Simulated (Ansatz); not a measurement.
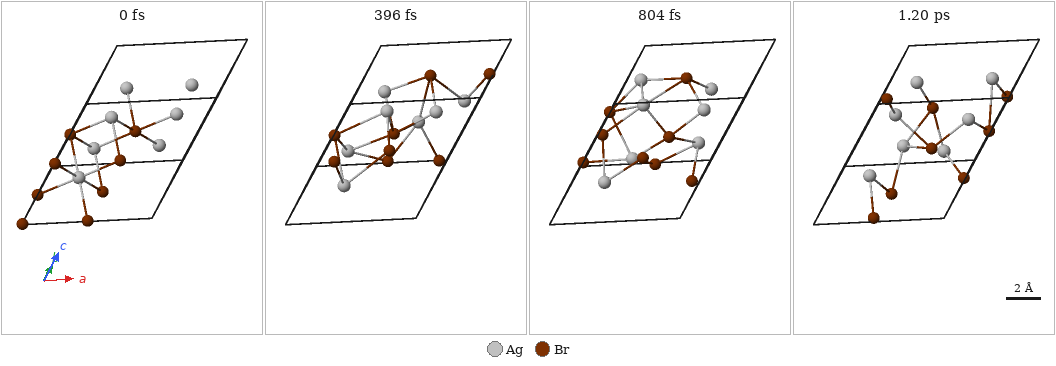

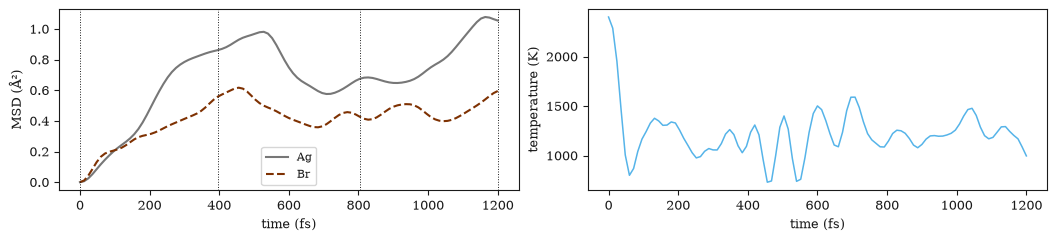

Molecular dynamics of AgBr with an Ag vacancy (15 atoms in the cell, charge -1), 1.20 ps long. Frames and the history of the run. Style: ball-and-stick. Shown: the reduced simulation cell, from a free direction. Atoms that leave the cell re-enter on the other side. Bonds to atoms that aren't drawn are left out. Lengths and directions refer to the drawn axes.

Method: Ansatz, DFT PBE-D3(BJ), scalar-relativistic, plane waves, PAW. Set-up: plane-wave cutoff 420 eV; k-point mesh 2 × 2 × 2; Fermi-Dirac smearing 0.05 eV; constant energy (NVE); velocities drawn for 2400 K; time step 12 fs.

Input file:
```yaml
crystal:
  lattice:
    - [0.0, 5.767403, 5.767403]
    - [5.767403, 0.0, 5.767403]
    - [5.767403, 5.767403, 0.0]
  atoms:
    - { symbol: Ag, position: [0.25, 0.25, 0.25] }
    - { symbol: Br, position: [0.0, 0.0, 0.0] }
    - { symbol: Ag, position: [0.25, 0.25, 0.75] }
    - { symbol: Br, position: [0.0, 0.0, 0.5] }
    - { symbol: Ag, position: [0.25, 0.75, 0.25] }
    - { symbol: Br, position: [0.0, 0.5, 0.0] }
    - { symbol: Ag, position: [0.25, 0.75, 0.75] }
    - { symbol: Br, position: [0.0, 0.5, 0.5] }
    - { symbol: Br, position: [0.5, 0.0, 0.0] }
    - { symbol: Ag, position: [0.75, 0.25, 0.75] }
    - { symbol: Br, position: [0.5, 0.0, 0.5] }
    - { symbol: Ag, position: [0.75, 0.75, 0.25] }
    - { symbol: Br, position: [0.5, 0.5, 0.0] }
    - { symbol: Ag, position: [0.75, 0.75, 0.75] }
    - { symbol: Br, position: [0.5, 0.5, 0.5] }
total_charge: -1
basis:
  ecutwfc: 420.0
kpoints:
  mp_grid: { grid: [2, 2, 2] }
hamiltonian:
  xc: pbe
  dispersion: d3bj
scf:
  occupations: { method: fermi_dirac, width: 0.05 }
  lower_state_search: "off"
  max_iter: 86
md:
  timestep: 12
  n_steps: 100
  ensemble: nve
  temperature: 2400.0
  initial_velocities: maxwell_boltzmann
  seed: 141838
```

Command:
```bash
ansatz run input.yaml --threads 2 --pin off --max-ram 5120MiB --backend cpu --events-out ev --progress --plain --runs-dir out
```

Q: What happens in this trajectory?

A: The mean temperature in the second half is 1250 K (standard deviation 137 K). The first frame carries almost no forces, so kinetic energy first flows into potential energy: the temperature drops from 2400 to 801 K within 60 fs, and without a thermostat its mean stays below the start. The potential energy in the second half lies on average 140 meV per atom above the first frame. Root-mean-square distances from the starting positions over the second half, with the common drift of all atoms taken out: Ag 0.86 Å, Br 0.67 Å. Against the typical shortest distance between atoms in the first frame, about 2.9 Å these are large excursions, but over 1.20 ps one can't yet tell strong vibration from the start of diffusion. The total energy stays between −0.53 and 3.6 meV per atom of its start. A straight-line fit has a slope that amounts to +0.21 meV per atom over 1.20 ps (0.1 % of the mean kinetic energy), and the ripple about it is 2.6 % of the kinetic energy's fluctuation. With a drift under 2 % and a ripple under 7 %, the integration is accurate. The time step of 12 fs is long for the fastest vibrations here (lightest element bromine).

Limits of the set-up: the periodic images lie only 8.2 Å apart, so the values are limited by the cell's size; the cell is charged, on a uniform background, and energies carry no finite-size correction.
